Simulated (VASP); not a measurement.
Input file:

```
SYSTEM = ZrO2
  ALGO = Fast
  EDIFF = 1E-7
  ENCUT = 520
  GGA = PE
  ISIF = 2
  ISMEAR = 0
  LASPH = .TRUE.
  LCHARG = .TRUE.
  LELF = .TRUE.
  LREAL = .FALSE.
  LVHAR = .TRUE.
  LWAVE = .FALSE.
  NBANDS = 33
  NELM = 100
  PREC = Accurate
  SIGMA = 0.02
```

Launched as:

```sh
cat potpaw_PBE.64/Zr_sv/POTCAR potpaw_PBE.64/O/POTCAR > POTCAR
mpirun -np 1 vasp_std > vasp.out
```

Below, planes, directions and counts refer to the conventional cell (a = 3.62 Å, b = 3.62 Å, c = 5.28 Å, α = 90.00°, β = 91.72°, γ = 90.00°).

Space group P2₁/m; a structure from a database of computed crystals, not necessarily the ambient phase.

All numbers below come from Kohn-Sham DFT of a periodic cell, PBE, VASP PAW PBE potentials, recommended (VASP).

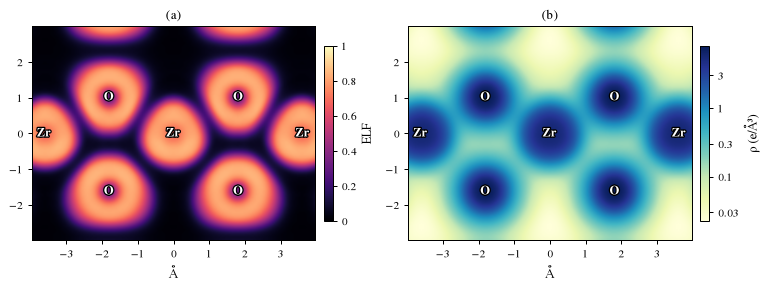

ZrO2. (a) ELF; (b) valence electron density on the (100) plane of the conventional cell.

Describe what can be read from this map.

Answer.
- The section cuts through Zr and O sites.
- Zr–O (2.08 Å): the density is about 0.72 e/Å³ at the midpoint; the ELF peaks at about 0.85 in the valence shell of O, 0.6 Å from its nucleus, and drops to about 0.25 between the two atoms (no localised pair shows between them).
- Between the atoms the lowest density in this plane is 0.02 e/Å³.
- The features right at Zr lie inside the PAW spheres, where the map follows smoothed inner orbitals and isn't to be read closely.
